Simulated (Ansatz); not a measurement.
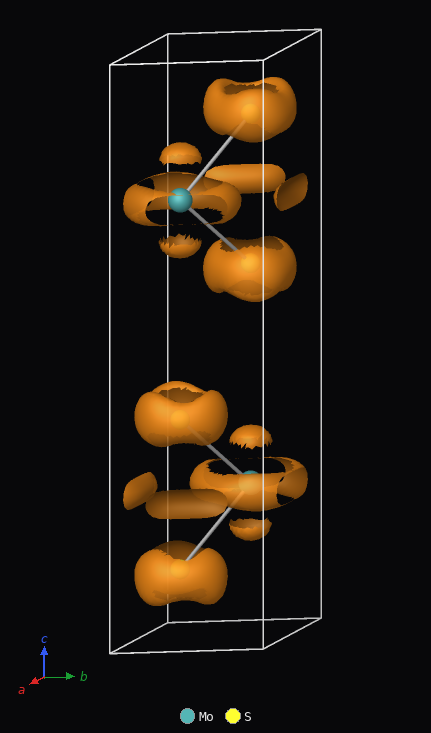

Figure 1: MoS2. Where the extra electron sits when 0.2 electron is added to the 6-atom cell of the calculation (uniform compensating background, atoms fixed); the change of density for each carrier, counted positive where the carrier is: orange surfaces at +0.015, none at −0.015 1/Å³, in the conventional cell seen slightly off an axis (the regions close to the nuclei are left out). Cores are masked to 1.0 Å (Mo) and 0.7 Å (S).

Space group P6_3/mmc; not relaxed (largest force 0.3 eV/Å); the calculation finds a residual pressure of about −3 GPa at this fixed cell.

Method: Ansatz, DFT PBEsol, scalar-relativistic, plane waves, PAW.

Core electrons are frozen (PAW), so the fields are smoothed inside the atomic spheres.

Q: Describe the change of density.

A: Summed over atomic cells sized by the Bader volumes, the added electron divides as S about 75 % and Mo about 25 %; these cells fill 25 % (Mo) and 75 % (S) of the volume.
Over the whole cell, outside the cores, it is densest at the edge of the masked core of Mo.
The counter-flow of charge adds up to under 0.1 e for each carrier.
These are shares of the net change, screening included; the states that take the carrier can be more concentrated.

Run times: 17 s (electron) and 18 s (base cell), on 2 threads of Intel(R) Xeon(R) 6975P-C (Granite Rapids) (shared host).
